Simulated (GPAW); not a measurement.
TaN (space group Fm-3m, No. 225): a cell listed in the Materials Project, as set up for an electronic-structure calculation.

```
Ta N
1.0
     4.42265    0.00000    0.00000
     0.00000    4.42265    0.00000
     0.00000    0.00000    4.42265
Ta N
4 4
Cartesian
  2.2113 0.0000 0.0000
  2.2113 2.2113 2.2113
  0.0000 0.0000 2.2113
  0.0000 2.2113 0.0000
  0.0000 0.0000 0.0000
  0.0000 2.2113 2.2113
  2.2113 0.0000 2.2113
  2.2113 2.2113 0.0000
```

Describe the stacking along [111], with columns A (0, 0), B (1/3, 2/3), C (2/3, 1/3) of the hexagonal mesh spanned by (a − b)/2 and (b − c)/2.

N(A) – Ta(C) – N(B) – Ta(A) – N(C) – Ta(B) (six layers in 7.66 Å).

N layers alone: ABC, the cubic close-packed type.

Ta: three octahedral sites (per hexagonal cell).

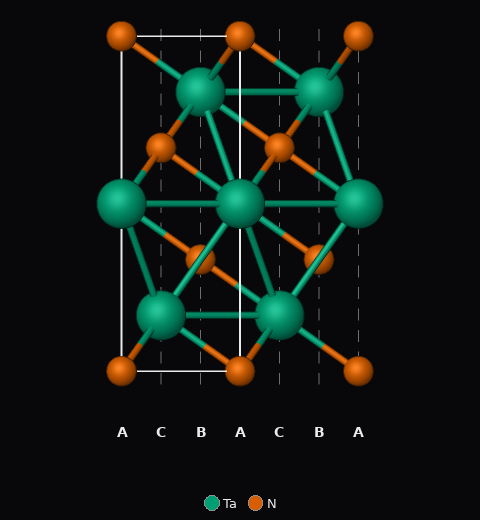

Projection along an edge of the hexagonal mesh, stacking direction [111] upwards. The dashed lines mark the three columns A (0, 0), B (1/3, 2/3) and C (2/3, 1/3). The box is the hexagonal cell of the face-centred cubic lattice. The sequence starts with the first layer at or above the cell's origin.
